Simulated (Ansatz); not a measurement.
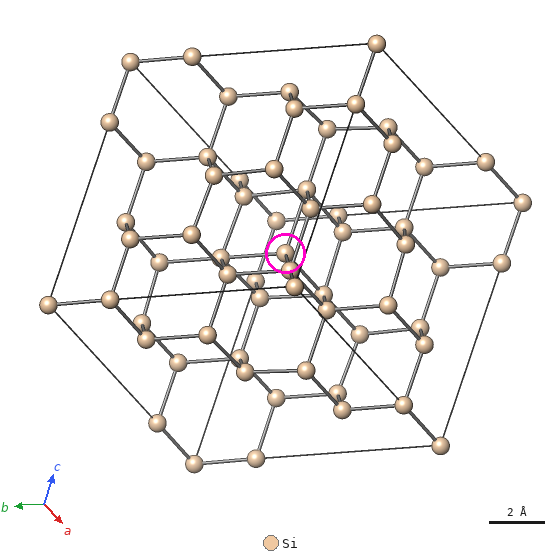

The figure gives a ball-and-stick picture of the atoms, viewed from a general direction. The supercell is drawn as a box. The host is Si, in a cell of 32 sites, and the cell carries a charge of +1. A ring marks the defect's site.

### Spot the defect.

An interstitial silicon atom. It is bonded to four Si in a tetrahedral arrangement at about 2.5 Å.

Electronic-structure method: DFT PBEsol, scalar-relativistic, plane waves, PAW in Ansatz 0.2.0. Parameters: a cutoff energy of 420 eV, a 3×3×3 mesh of k-points, Gaussian smearing of 0.02 eV, collinear spins.

### Does the defect carry a magnetic moment?

No net moment.

The atoms were relaxed in the host's cell with DFT PBEsol, scalar-relativistic, plane waves, PAW (Ansatz).
